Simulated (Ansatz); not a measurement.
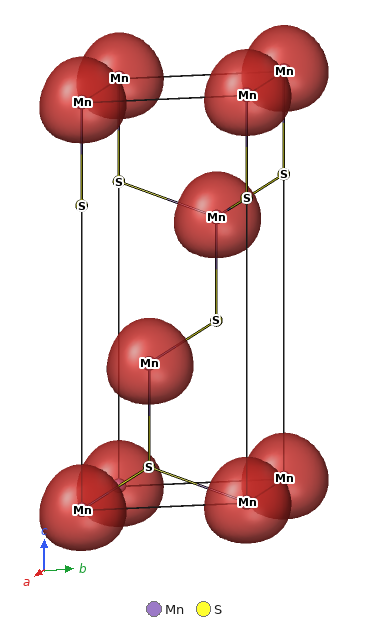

The picture shows: MnS. Isosurface of the magnetisation density (up minus down) at +0.15 e/Å³ (red), seen slightly off an axis. Sticks mark near contacts.

Space group R3m; spin-polarised.

The calculation used DFT PBE, scalar-relativistic, plane waves, PAW (Ansatz).

```yaml
crystal:
  lattice:
    - [-4.05003, 0.00000, 0.00004]
    - [2.02502, 3.50743, 0.00000]
    - [0.00009, -0.00005, -9.64422]
  atoms:
    - { symbol: Mn, position: [0.66667, 0.33333, 0.33530] }
    - { symbol: Mn, position: [0.00000, 0.00000, 0.00197] }
    - { symbol: Mn, position: [0.33333, 0.66667, 0.66864] }
    - { symbol: S, position: [0.66667, 0.33333, 0.08136] }
    - { symbol: S, position: [0.00000, 0.00000, 0.74803] }
    - { symbol: S, position: [0.33333, 0.66667, 0.41470] }
```

Where is the spin, and how is it ordered?

Answer. The spin density sits on Mn: +4.2 μB (×3) in one cell of 6 atoms, with smaller moments on other sites: S (up to +0.13 μB): parallel main moments, as they must be, since the calculation's own cell holds one magnetic site. The cell of the calculation (2 atoms) carries 5.0 μB of net spin moment.
